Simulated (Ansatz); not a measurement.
**AlGa3N4: density, localisation and related maps**

```xyz
8
Lattice="0.0000 -3.1650 0.0000 -5.1424 0.0000 -0.0001 0.0036 0.0000 -5.4785" Properties=species:S:1:pos:R:3 pbc="T T T"
Al   -5.1381   -1.5825   -1.8225
Ga   -2.5733   -1.5825   -3.6437
Ga   -2.5756    0.0000   -0.9229
Ga   -0.0773   -3.0854   -4.5681
N    -4.5246   -1.5825   -3.6154
N    -4.5367    0.0000   -0.9513
N    -1.9488    0.0000   -4.5679
N    -1.8952   -1.5825   -1.8227
```

Space group P1; a structure from a database of computed crystals, not necessarily the ambient phase; changed on purpose from its base cell (atom 4 (Ga) moved -0.113 A along Cartesian [1 -1 0]); not relaxed (largest force 1.8 eV/Å).

All numbers below come from DFT PBEsol, scalar-relativistic, plane waves, PAW (Ansatz 0.2.0).

In a PAW calculation such maps are meaningful between the atoms, not at the nuclei.

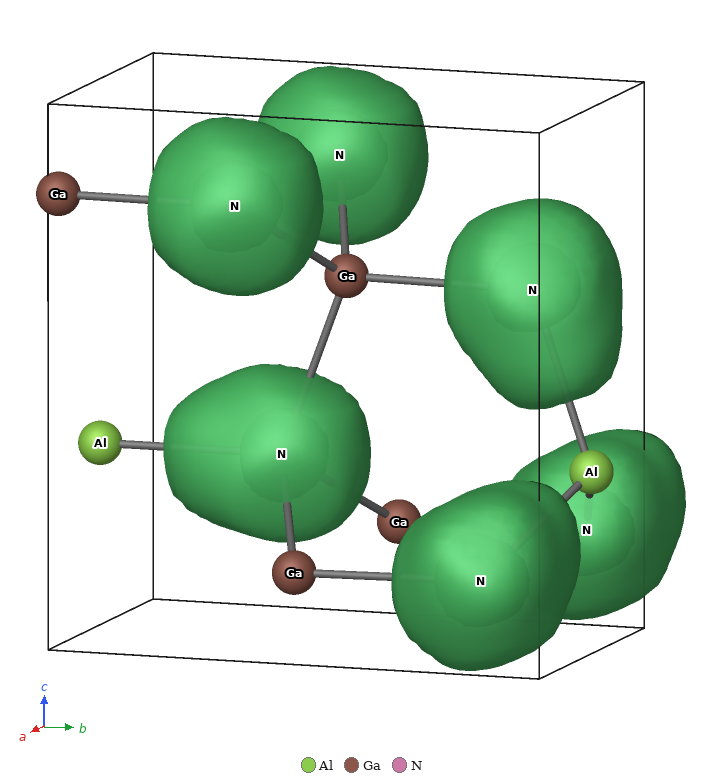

Figure 1. Isosurface of the electron localisation function at 0.7 (green), seen slightly off an axis. Core shells and regions of very low density are left out. Sticks mark near contacts.

### What do the ELF domains correspond to?

At this value the surface marks out three regions on N in which the atom's valence shell and bonds are merged and one region wrapped around N (its valence shell), counted in one cell of 8 atoms. Regions shared between cells count once. Profiles from the grid: Ga–N (1.87 Å): the ELF peaks at about 0.85 in the valence shell of N, 0.6 Å from its nucleus, and is about 0.50 at the midpoint. Al–N (1.89 Å): the ELF peaks at about 0.90 between the atoms, as expected for a shared but strongly polarised pair.

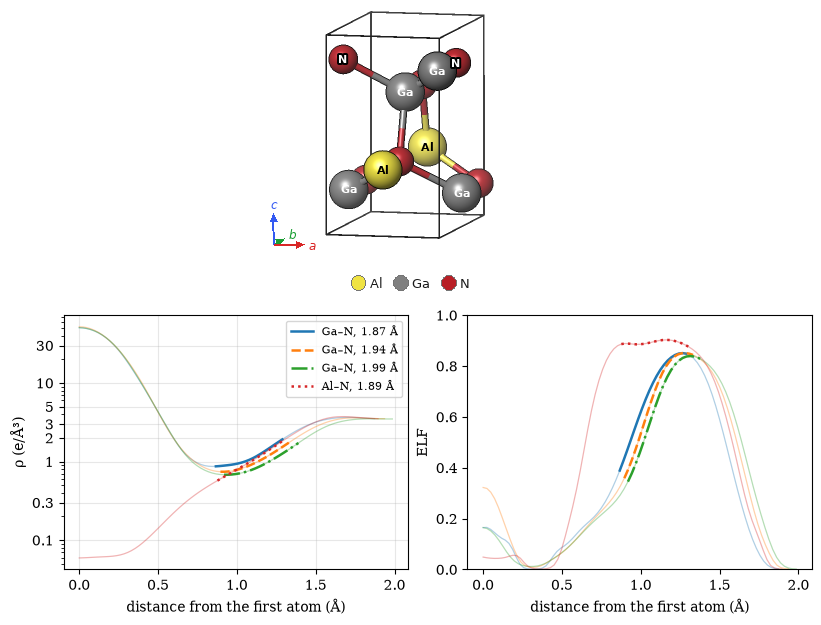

Figure 2. Valence pseudo-density and ELF along straight lines between neighbouring atoms. Thin, pale parts lie inside the atomic spheres. The structure is drawn too.

### What can be read from the curves?

Ga–N (1.87 Å): ρ at the midpoint is about 0.9 e/Å³; the ELF peaks at about 0.85 in the valence shell of N, 0.6 Å from its nucleus, and is about 0.50 at the midpoint.
Ga–N (1.94 Å): ρ is about 0.76 e/Å³ halfway; the ELF peaks at about 0.85 in the valence shell of N, 0.7 Å from its nucleus, and is about 0.45 at the midpoint.
Ga–N (1.99 Å): the density is about 0.69 e/Å³ at the midpoint; the ELF peaks at about 0.85 in the valence shell of N, 0.7 Å from its nucleus, and is about 0.45 at the midpoint.
Al–N (1.89 Å): the density is about 0.69 e/Å³ at the midpoint; the ELF peaks at about 0.90 between the atoms (a shared but strongly polarised pair).

### Does the calculation make it a metal, or give it a gap?

It is gapped, with a Kohn–Sham gap of 2.3 eV on the k-point mesh (the band edges may lie off the mesh, which would make the gap smaller).
